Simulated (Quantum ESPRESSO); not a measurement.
**Energy of Ta2C along an even scaling of the cell**

System: Ta2C (P-3m1, 3 atoms in the cell).
Method: Kohn-Sham DFT of a periodic cell, PBEsol, GBRV 1.5 PBEsol, no spin polarisation (Quantum ESPRESSO 7.5).

The 7 runs differ only in the geometry, by an even scaling of the cell at fixed fractional positions. The structure derives from an entry of the Crystallography Open Database.

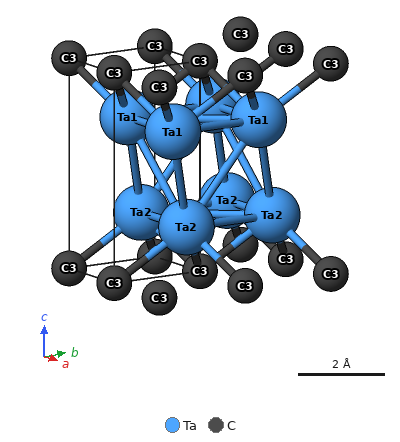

Figure 1. The structure of run 4 (ball-and-stick view of the cell of the calculation, repeated 2 × 2 × 1, seen slightly off an axis; atoms are numbered from 1 in the order of the input). An atom can appear more than once, as a periodic image.

**The input of run 4**
```
&CONTROL
  calculation = 'scf'
  prefix = 'pwscf'
  outdir = './tmp'
  pseudo_dir = './pseudo'
  tprnfor = .true.
  tstress = .true.
  disk_io = 'low'
/
&SYSTEM
  ibrav = 0
  celldm(1) = 8
  nat = 3
  ntyp = 2
  ecutwfc = 56
  ecutrho = 448
  nbnd = 22
  occupations = 'smearing'
  smearing = 'fd'
  degauss = 0.00367493
/
&ELECTRONS
  conv_thr = 6d-10
  electron_maxstep = 120
  mixing_beta = 0.5
/
ATOMIC_SPECIES
Ta   180.9479 ta_pbesol_v1.uspp.F.UPF
C     12.0110 c_pbesol_v1.2.uspp.F.UPF
CELL_PARAMETERS alat
  0.7336625463094   0.0000000000000   0.0000000000000
 -0.3668312731547   0.6353704029058   0.0000000000000
  0.0000000000000   0.0000000000000   1.1684176628561
ATOMIC_POSITIONS crystal
Ta     0.6666666667    0.3333333333    0.7479900000
Ta     0.3333333333    0.6666666667    0.2520100000
C      0.0000000000    0.0000000000    0.0000000000
K_POINTS automatic
10 10 6 0 0 0
```

**File pp_density.in of run 4**
```
&INPUTPP
  prefix = 'pwscf'
  outdir = './tmp'
  filplot = 'density.dat'
  plot_num = 0
/
&PLOT
  nfile = 1
  filepp(1) = 'density.dat'
  iflag = 3
  output_format = 6
  fileout = 'density.cube'
/
```

**File pp_potential.in of run 4**
```
&INPUTPP
  prefix = 'pwscf'
  outdir = './tmp'
  filplot = 'potential.dat'
  plot_num = 11
/
&PLOT
  nfile = 1
  filepp(1) = 'potential.dat'
  iflag = 3
  output_format = 6
  fileout = 'potential.cube'
/
```

Command:
```bash
OMP_NUM_THREADS=1 mpirun -n 2 pw.x -nk 2 -in pw.in > pw.out
OMP_NUM_THREADS=1 mpirun -n 1 pp.x -in pp_density.in > pp_density.out
OMP_NUM_THREADS=1 mpirun -n 1 pp.x -in pp_potential.in > pp_potential.out
```

Lattice vectors (Å) and fractional positions of run 4:
```
   3.105900    0.000000    0.000000
  -1.552950    2.689788    0.000000
   0.000000    0.000000    4.946400
Ta  0.666667  0.333333  0.747990
Ta  0.333333  0.666667  0.252010
C   0.000000  0.000000  0.000000
```

Run 6 has the same physical settings and fractional positions; its lattice vectors (Å) are:
```
   3.146772    0.000000    0.000000
  -1.573386    2.725184    0.000000
   0.000000    0.000000    5.011492
```

**Results, with one run withheld**

| run | volume per atom (Å³) | free energy per atom, from the lowest run given (meV) | pressure (GPa) |
| --- | --- | --- | --- |
| 1 | 12.948 | 32.47 | 16.52 |
| 2 | 13.223 | 10.34 | 9.30 |
| 3 | 13.499 | 0.00 | 2.79 |
| 4 | 13.774 | 0.29 | −3.08 |
| 5 | 14.050 | 10.17 | −8.37 |
| 6 | 14.325 | ? | ? |
| 7 | 14.601 | 54.96 | −17.42 |

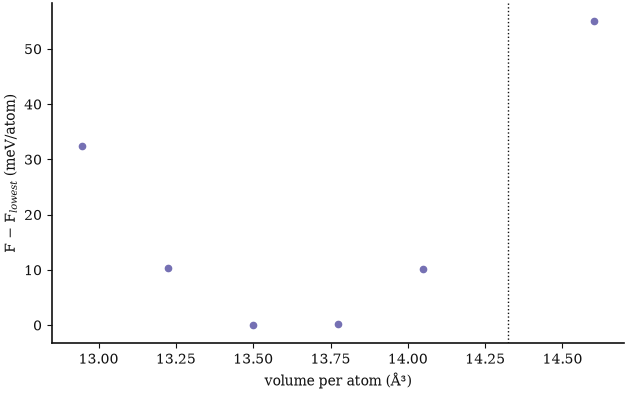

Figure 2. Free energy per atom of the runs given; the dotted line marks run 6.

Estimate the energy of run 6 from the others.

A cubic polynomial in V^(−2/3) (the Birch–Murnaghan form), fitted to the 6 runs given, misses them by at most 0.01 meV per atom. With x = V^(−2/3) − 0.17496 Å⁻², it reads F = −1.0309 − 576.74 x + 9.0598e+05 x² + 4.8073e+05 x³ (meV per atom). At run 6 it gives 28.64 meV per atom, and the run itself gives 28.68. The slope of the fit gives a pressure −dF/dV of −13.09 GPa there, and the run prints −13.13 GPa. The fit has its minimum at 13.627 Å³ per atom, where V d²F/dV² gives 291 GPa. Cell shape and fractional positions are held, so this is the stiffness under even scaling; the relaxed bulk modulus wasn't computed.

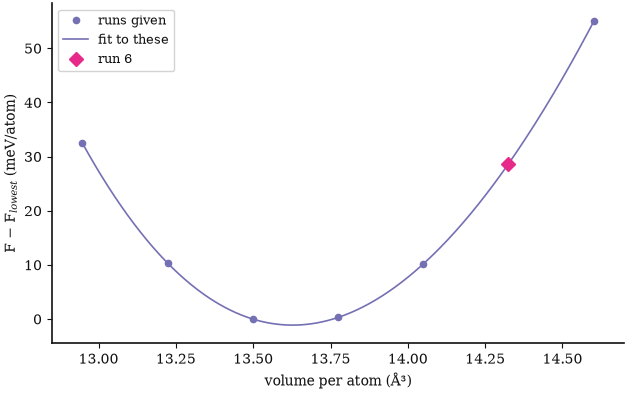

Figure 3. The fit and the withheld run.

**Some lines of the output (run 6)**
```
[...]
     number of k points=    72  Fermi-Dirac smearing, width (Ry)=  0.0037
     total energy              =    -294.87233716 Ry
     total energy              =    -295.02632618 Ry
     total energy              =    -295.12090787 Ry
     total energy              =    -295.12194514 Ry
     total energy              =    -295.12202864 Ry
     total energy              =    -295.12204943 Ry
     total energy              =    -295.12205446 Ry
     total energy              =    -295.12205462 Ry
     the Fermi energy is    17.5863 ev
!    total energy              =    -295.12205462 Ry
     The total energy is F=E-TS. E is the sum of the following terms:
     Computing stress (Cartesian axis) and pressure
          total   stress  (Ry/bohr**3)                   (kbar)     P=     -131.31
```

Notes on the run: negative rho. Spin–orbit coupling is left out, which matters for Ta.
